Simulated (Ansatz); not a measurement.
# LiI: a nudged elastic band by PAW and LAPW

How high is the barrier in LiI when atom 1 (Li) and its images move by one cell vector a? Run with PAW and LAPW; the cell is small, so the move is collective. Both runs start alike, so that frozen cores can be judged against all electrons.

Method: DFT PBEsol, scalar-relativistic, in Ansatz 0.2.0.

**1. The structure to begin with**

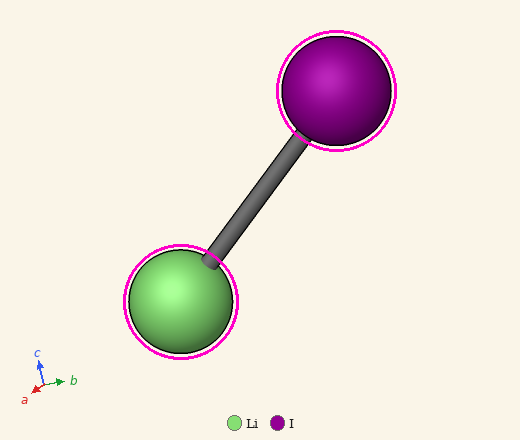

The starting structure, seen slightly off an axis (lithium green, iodine purple). Each atom of the cell is drawn once, at one copy chosen for all pictures, so bonds across the cell's faces may be missing. Ringed: Li1, I2.

Structure file:

```
Li I
1.0
     0.00000    3.00000    3.00000
     3.00000    0.00000    3.00000
     3.00000    3.00000    0.00000
Li I
1 1
Direct
  0.00000 0.00000 0.00000
  0.50000 0.50000 0.50000
```

The cell comes from a crystallographic database entry that wasn't checked; take it as a given geometry, which may be far from equilibrium.

**2. PAW on the default files**

File input.yaml:

```yaml
crystal:
  lattice:
    - [0.0, 3.0, 3.0]
    - [3.0, 0.0, 3.0]
    - [3.0, 3.0, 0.0]
  atoms:
    - { symbol: Li, position: [0.0, 0.0, 0.0] }
    - { symbol: I, position: [0.5, 0.5, 0.5] }
kpoints:
  mp_grid: { grid: [7, 7, 7] }
scf:
  occupations: { method: fermi_dirac, width: 0.02 }
hamiltonian:
  xc: pbesol
  pseudopotentials: { kind: paw }
output:
  forces: true
neb:
  images: 3
  f_tol: 0.05
  max_iterations: 40
  relax_end_points: true
  final_atoms:
    - { symbol: Li, position: [1.0, 0.0, 0.0] }
    - { symbol: I, position: [0.5, 0.5, 0.5] }
```

On the command line:

```bash
$ ansatz run input.yaml --threads 4 --pin off --max-ram 8192MiB --backend cpu --events-out ev --progress --plain --runs-dir out
```

Output, shortened:

```text
Warning: neb: disabling space-group detection — the band's intermediate images generally break the endpoint symmetry, so no spatial operation reduces the k-mesh or symmetrises the density, except that a semilocal band can use its path's symmetry ahead of convergence; time reversal is [...]
Warning: between the path's two end points as given, atom 0 moves 4.243 Å, but a periodic copy of its final position lies 0.000 Å from its initial position (atoms with a nearer copy: 1). The path is placed between the positions as given. If the final geometry was wrapped back into the [...]
Pseudopotentials: kind: paw
Pseudopotential: Li, paw, valence charge 3, recommended cutoff 420 eV (normal)
Pseudopotential: I, paw, valence charge 17, recommended cutoff 420 eV (normal)
Functional definition: PBEsol
[...]
parallel-image band execution: 3 concurrent image workers
NEB image 0
Crystal: 2 atoms, lattice volume = 54.000 Å³
Basis set: ecut = 420 eV, 1067 PW (Γ), exchange–correlation on 60×60×60 points (8 copies of the dense FFT grid, shifted against one another)
Bands: 14, of which v1, the nominal top of the filled ones, is band 10 counted from 1 (9 counted from 0)
Symmetry: 1 space group operations
k-points: 172 of 343 (time reversal used)
[...]
SCF iter   1: F=—  HF=-7637.717161 eV  |F-HF|=—  |Δ(HF+E_count)|=         —  Δρ=2.00e-3  dr2=2.16e-3  ethr=1.77e-3  ⟨swp⟩=6.6  Hψ=14822  notcnv=0
[...]
NSCF: frozen V_eff on 172 k-points
NEB image 4
[...]
NSCF: frozen V_eff on 172 k-points
NEB end point (image 0): max|allowed force component| = 6.506e-7 eV/Å (the criterion of neb.relax_end_points is 1.000e-2)
NEB end point (image 4): max|allowed force component| = 7.533e-7 eV/Å (the criterion of neb.relax_end_points is 1.000e-2)
NEB image 0, for its relaxation
[...]
NEB image 0, for its relaxation
[...]
NEB image 0, for its relaxation
[...]
NEB image 0, for its relaxation
[...]
NEB image 0, for its relaxation
[...]
NEB image 0, for its relaxation
[...]
NEB image 0, for its relaxation
[...]
NEB image 0, for its relaxation
[...]
NEB image 0
[...]
SCF iter   2: F=-7637.715508 eV  HF=-7637.715508 eV  |F-HF|=9.28e-9  |Δ(HF+E_count)|=   5.47e-6  Δρ=5.15e-6  dr2=5.73e-9  ethr=1.39e-10  ⟨swp⟩=4.0  Hψ=7220  notcnv=0
[...]
NSCF: frozen V_eff on 172 k-points
```

**3. The log goes on: atom 1 (Li) and its images move by one cell vector a**

The log, continued, shortened:

```text
NEB end point (image 0): relaxed in 49 SCF iterations, -0.000000 eV lower, largest move of an atom 0.000 Å; tested for a saddle point, 0 escaped on the way
NEB image 4, for its relaxation
[...]
SCF iter   1: F=—  HF=-7637.715503 eV  |F-HF|=—  |Δ(HF+E_count)|=         —  Δρ=1.35e-6  dr2=5.17e-10  ethr=2.59e-12  ⟨swp⟩=1.0  Hψ=15440  notcnv=0
[...]
NEB image 4, for its relaxation
[...]
NEB image 4, for its relaxation
[...]
NEB image 4, for its relaxation
[...]
NEB image 4, for its relaxation
[...]
NEB image 4, for its relaxation
[...]
NEB image 4, for its relaxation
[...]
NEB image 4, for its relaxation
[...]
NEB image 4
[...]
NSCF: frozen V_eff on 172 k-points
NEB end point (image 4): relaxed in 49 SCF iterations, -0.000000 eV lower, largest move of an atom 0.000 Å; tested for a saddle point, 0 escaped on the way
NEB image 1
Symmetry: 4 space group operations
[...]
  backward barrier = 0.407755 eV
  lagrangian_above_aufbau_ev (what the smearing adds, to first order; not taken off the barriers): saddle image -0.000000 eV, end points -0.000000 and -0.000000 eV
  climbing image's point = a first-order saddle point (lowest curvatures found: -2.31 and 11.62 eV/Å²)
  energies are F+E_penalty+E_count in eV, relative to image 0
  image     s (Å)  Δ vs image 0  max|band force component| (eV/Å)
      0    0.0000      0.000000                                 —
  *   1    1.1628      0.407755                          1.438e-4
      2    1.9792      0.208477                          2.460e-3
      3    2.7965      0.292681                          1.020e-3
      4    3.6142      0.000000                                 —
  saddle-point geometry (image 1):
  cell:  # Å, volume = 54.0000 Å³
    - [0.0, 3.0, 3.0]
    - [3.0, 0.0, 3.0]
    - [3.0, 3.0, 0.0]
  atoms:
    - { symbol: Li, position: [0.20411366420761257, 0.0791167832620272, 0.07911681464114995] }
    - { symbol: I, position: [0.5458863357923875, 0.4208832167379728, 0.42088318535884994] }
```

Run time: 2.3 min. Hardware: 4 threads of Intel Xeon 6975P-C (Granite Rapids), shared host; peak memory 1.4 GiB.

**4. The band, image by image**

The 3 inner images lie between the fixed ends 0 and 4. Energy is taken from image 0, and the path length is the program's own coordinate along the band.

| image | path (Å) | energy (eV) | Li1 x y z (Å) | I2 x y z (Å) | band force (eV/Å) |
| --- | --- | --- | --- | --- | --- |
| 0 | 0.000 | 0.0000 | 0.00 0.00 0.00 | 3.00 3.00 3.00 | - |
| 1* | 1.163 | 0.4078 | 0.47 0.85 0.85 | 2.53 2.90 2.90 | 0.000 |
| 2 | 1.979 | 0.2085 | 0.70 1.60 1.60 | 2.30 2.90 2.90 | 0.002 |
| 3 | 2.796 | 0.2927 | 0.34 2.29 2.29 | 2.66 2.96 2.96 | 0.001 |
| 4 | 3.614 | 0.0000 | 0.00 3.00 3.00 | 3.00 3.00 3.00 | - |

The star marks the climbing image.

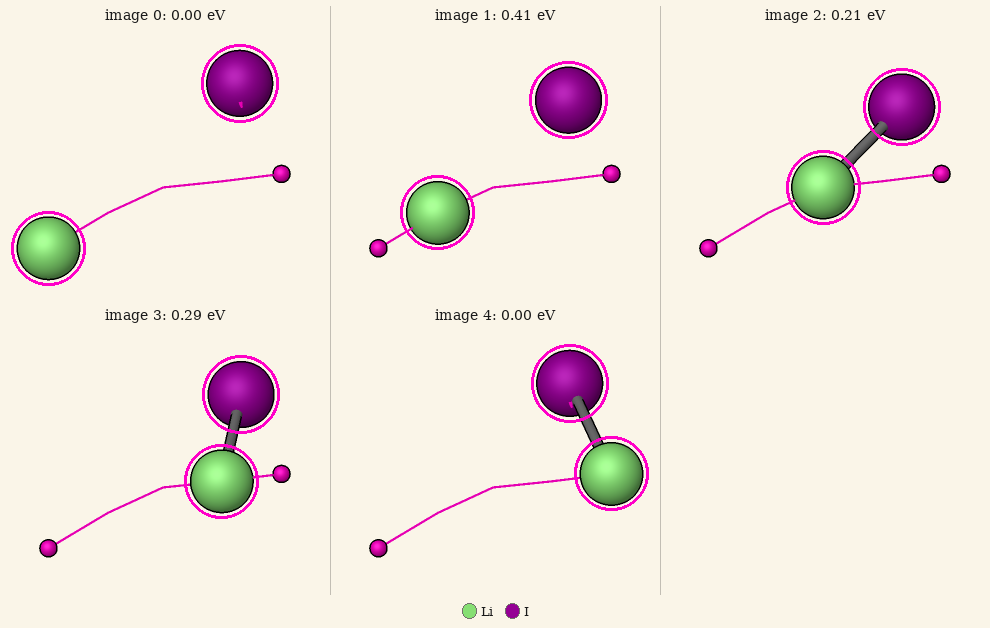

The images of the last band, seen slightly off an axis. Ringed: Li1, I2. The magenta line is the track of the ringed atoms over the whole band, with dots at its ends. Each atom of the cell is drawn once, at one copy chosen for all pictures, so bonds across the cell's faces may be missing; the others are paled. Sticks join atoms closer than a bonding distance in each image.

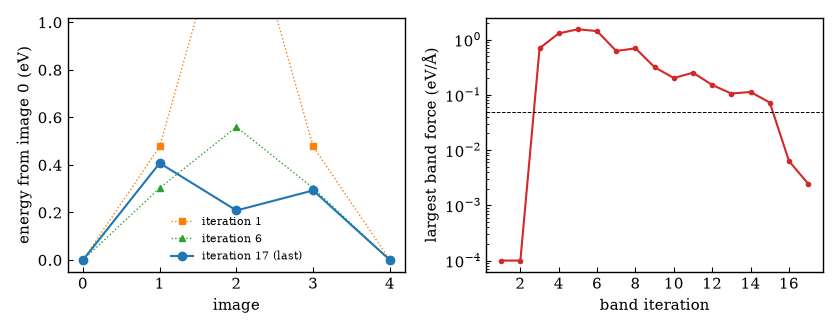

Left: energy of each image for early iterations and the last one (lines only join the points; early values far above the last band run off the scale). Right: the largest band force by iteration, with the threshold dashed.

How the highest energy settled:

```csv
iteration,highest image above image 0 (eV),largest band force (eV/Å)
1,1.6158,0.000
3,1.5446,0.699
5,1.0686,1.542
7,0.3260,0.623
9,0.3586,0.317
11,0.3993,0.252
13,0.3987,0.106
15,0.4082,0.073
17,0.4078,0.002
```

Positions of all images (Å):

```xyz
2
Lattice="0.000 3.000 3.000 3.000 0.000 3.000 3.000 3.000 0.000" Properties=species:S:1:pos:R:3 pbc="T T T" image=0 dE=0.0000
Li    0.000    0.000    0.000
I     3.000    3.000    3.000
2
Lattice="0.000 3.000 3.000 3.000 0.000 3.000 3.000 3.000 0.000" Properties=species:S:1:pos:R:3 pbc="T T T" image=1 dE=0.4078
Li    0.475    0.850    0.850
I     2.525    2.900    2.900
2
Lattice="0.000 3.000 3.000 3.000 0.000 3.000 3.000 3.000 0.000" Properties=species:S:1:pos:R:3 pbc="T T T" image=2 dE=0.2085
Li    0.701    1.600    1.600
I     2.299    2.900    2.900
2
Lattice="0.000 3.000 3.000 3.000 0.000 3.000 3.000 3.000 0.000" Properties=species:S:1:pos:R:3 pbc="T T T" image=3 dE=0.2927
Li    0.336    2.292    2.292
I     2.664    2.958    2.958
2
Lattice="0.000 3.000 3.000 3.000 0.000 3.000 3.000 3.000 0.000" Properties=species:S:1:pos:R:3 pbc="T T T" image=4 dE=0.0000
Li    0.000    3.000    3.000
I     3.000    3.000    3.000
```

**5. LAPW, all electrons**

Changes to input.yaml since step 2:

```diff
@@ -14,3 +14,3 @@
   xc: pbesol
-  pseudopotentials: { kind: paw }
+  pseudopotentials: { kind: all_electron, lapw: { basis_error: 0.001 } }
 output:
```

On the command line:

```bash
$ ansatz run input.yaml --threads 4 --pin off --max-ram 8192MiB --backend cpu --events-out ev --progress --plain --runs-dir out
```

Output, shortened:

```text
Warning: neb: disabling space-group detection — the band's intermediate images generally break the endpoint symmetry, so no spatial operation reduces the k-mesh or symmetrises the density, except that a semilocal band can use its path's symmetry ahead of convergence; time reversal is [...]
Warning: between the path's two end points as given, atom 0 moves 4.243 Å, but a periodic copy of its final position lies 0.000 Å from its initial position (atoms with a nearer copy: 1). The path is placed between the positions as given. If the final geometry was wrapped back into the [...]
LAPW: plane waves up to 5.939 Å⁻¹, error target 1.0e-3 eV per atom; small_component_spin mean_spin; Li in spheres of 1.199 Å, 3 of its electrons in bands, Dirac shells []; I in spheres of 1.711 Å, 25 of its electrons in bands, Dirac shells []
[...]
Pseudopotentials: kind: all_electron
Pseudopotential: Li, LAPW, valence charge 3, Koelling and Harmon's equation, gaussian nucleus
Pseudopotential: I, LAPW, valence charge 25, Koelling and Harmon's equation, gaussian nucleus
Functional definition: PBEsol
[...]
parallel-image band execution: 3 concurrent image workers
[...]
Bands: 18, of which v1, the nominal top of the filled ones, is band 14 counted from 1 (13 counted from 0)
Symmetry: 1 space group operations
k-points: 172 of 343 (time reversal used)
[...]
SCF iter   1: F=—  HF=-193766.720346 eV  |F-HF|=—  |Δ(HF+E_count)|=         —  Δρ=7.08e-3  dr2=5.05e-2  ethr=1.80e-4  ⟨swp⟩=3.0  Hψ=21192  notcnv=0
[...]
NSCF: frozen V_eff on 172 k-points
NEB image 4
[...]
NSCF: frozen V_eff on 172 k-points
NEB end point (image 0): max|allowed force component| = 1.945e-14 eV/Å (the criterion of neb.relax_end_points is 1.000e-2)
NEB end point (image 4): max|allowed force component| = 1.768e-14 eV/Å (the criterion of neb.relax_end_points is 1.000e-2)
NEB image 0, for its relaxation
[...]
NEB image 0, for its relaxation
[...]
NEB image 0, for its relaxation
[...]
NEB image 0, for its relaxation
[...]
NEB image 0, for its relaxation
[...]
NEB image 0, for its relaxation
[...]
NEB image 0, for its relaxation
[...]
NEB image 0, for its relaxation
[...]
NEB image 0
[...]
NSCF: frozen V_eff on 172 k-points
NEB end point (image 0): relaxed in 41 SCF iterations, 0.000000 eV lower, largest move of an atom 0.000 Å; tested for a saddle point, 0 escaped on the way
NEB image 4, for its relaxation
[...]
NEB image 4, for its relaxation
[...]
SCF iter   1: F=—  HF=-193766.717986 eV  |F-HF|=—  |Δ(HF+E_count)|=         —  Δρ=2.62e-4  dr2=8.39e-5  ethr=8.87e-8  ⟨swp⟩=4.1  Hψ=18352  notcnv=0
```

**6. The output, continued: atom 1 (Li) and its images move by one cell vector a, LAPW in place of PAW files**

Output, continued, shortened:

```text
[...]
SCF iter   2: F=—  HF=-193766.717961 eV  |F-HF|=—  |Δ(HF+E_count)|=   2.50e-5  Δρ=8.74e-5  dr2=5.07e-6  ethr=8.87e-8  ⟨swp⟩=3.0  Hψ=8768  notcnv=0
[...]
NEB image 4, for its relaxation
[...]
NEB image 4, for its relaxation
[...]
NEB image 4, for its relaxation
[...]
NEB image 4, for its relaxation
[...]
NEB image 4, for its relaxation
[...]
NEB image 4, for its relaxation
[...]
NEB image 4
[...]
NSCF: frozen V_eff on 172 k-points
NEB end point (image 4): relaxed in 41 SCF iterations, 0.000000 eV lower, largest move of an atom 0.000 Å; tested for a saddle point, 0 escaped on the way
NEB image 1
Symmetry: 4 space group operations
k-points: 64 of 343 (time reversal used)
[...]
NEB image 2
[...]
the basis was enlarged: its passes take 56.2 KiB over the memory plan, 1 of 1 planned eigensolver slots
[...]
NEB image 3
[...]
  backward barrier = 0.407181 eV
  lagrangian_above_aufbau_ev (what the smearing adds, to first order; not taken off the barriers): saddle image -0.000000 eV, end points -0.000000 and -0.000000 eV
  climbing image's point = a first-order saddle point (lowest curvatures found: -2.31 and 11.62 eV/Å²)
  energies are F+E_penalty+E_count in eV, relative to image 0
  image     s (Å)  Δ vs image 0  max|band force component| (eV/Å)
      0    0.0000      0.000000                                 —
  *   1    1.1623      0.407181                          5.132e-4
      2    1.9801      0.208397                          8.164e-3
      3    2.7977      0.292252                          4.572e-4
      4    3.6155      0.000000                                 —
  saddle-point geometry (image 1):
  cell:  # Å, volume = 54.0000 Å³
    - [0.0, 3.0, 3.0]
    - [3.0, 0.0, 3.0]
    - [3.0, 3.0, 0.0]
  atoms:
    - { symbol: Li, position: [0.20406540693145414, 0.07908984184626432, 0.07908976568727277] }
    - { symbol: I, position: [0.545934593068546, 0.42091015815373584, 0.4209102343127271] }
```

It took 16 min on 4 threads of Intel Xeon 6975P-C (Granite Rapids), shared host; peak memory 3.2 GiB.

**7. Images and barrier**

Images 0 and 4 are the ends. Energies count from image 0; the path length is the program's own measure over all atoms.

| image | path (Å) | energy (eV) | Li1 x y z (Å) | I2 x y z (Å) | band force (eV/Å) |
| --- | --- | --- | --- | --- | --- |
| 0 | 0.000 | 0.0000 | 0.00 0.00 0.00 | 3.00 3.00 3.00 | - |
| 1* | 1.162 | 0.4072 | 0.47 0.85 0.85 | 2.53 2.90 2.90 | 0.001 |
| 2 | 1.980 | 0.2084 | 0.70 1.60 1.60 | 2.30 2.90 2.90 | 0.008 |
| 3 | 2.798 | 0.2923 | 0.34 2.29 2.29 | 2.66 2.96 2.96 | 0.000 |
| 4 | 3.616 | 0.0000 | 0.00 3.00 3.00 | 3.00 3.00 3.00 | - |

The star marks the climbing image.

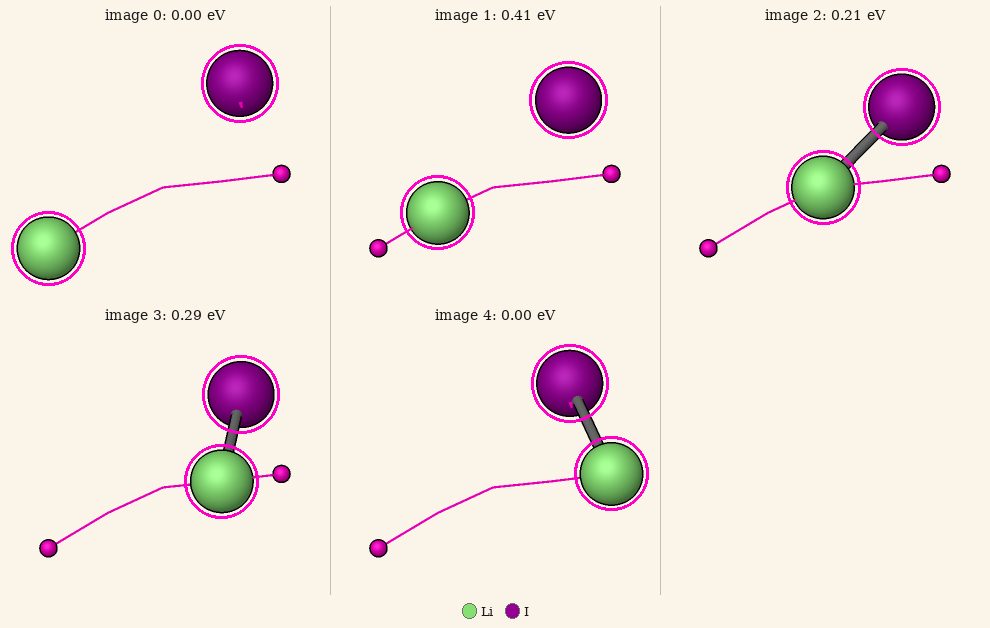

The images of the last band, seen slightly off an axis. Ringed: Li1, I2. The magenta line is the track of the ringed atoms over the whole band, with dots at its ends. Each atom of the cell is drawn once, at one copy chosen for all pictures, so bonds across the cell's faces may be missing; the others are paled. Sticks join atoms closer than a bonding distance in each image.

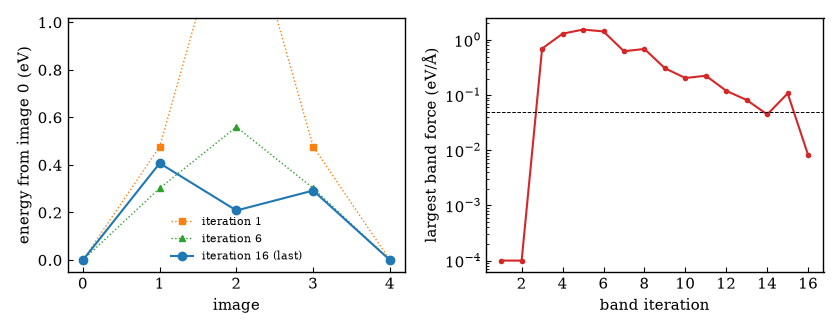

Left: energy of each image for early iterations and the last one (lines only join the points; early values far above the last band run off the scale). Right: the largest band force by iteration, with the threshold dashed.

**8. Summary of results**

```
                          quantity                  value
             PAW: barrier forwards               0.408 eV
            PAW: barrier backwards               0.408 eV
 PAW: second end relative to first               0.000 eV
                PAW: highest image  1 of 0 to 4, climbing
              PAW: band iterations                     17
            LAPW: barrier forwards               0.407 eV
           LAPW: barrier backwards               0.407 eV
LAPW: second end relative to first               0.000 eV
               LAPW: highest image  1 of 0 to 4, climbing
             LAPW: band iterations                     16
```

What this shows: PAW: Along this path the system climbs 0.41 eV from the first end (16 kT at 300 K). The two ends lie within 1 meV of each other. Image 2 sits in a dip between two rises: the path passes through another minimum, and each half would need a band of its own. The program found one negative curvature at the climbing image, so it is a first-order saddle. LAPW: The barrier from the first end is 0.41 eV, 16 times kT at 300 K. The highest points differ by 1 meV between the methods. Since every periodic image moves, this is not the barrier of a lone defect. The price, with the outputs that each input asks for: 16 min for LAPW against 2.3 min for PAW, about 7 to one.
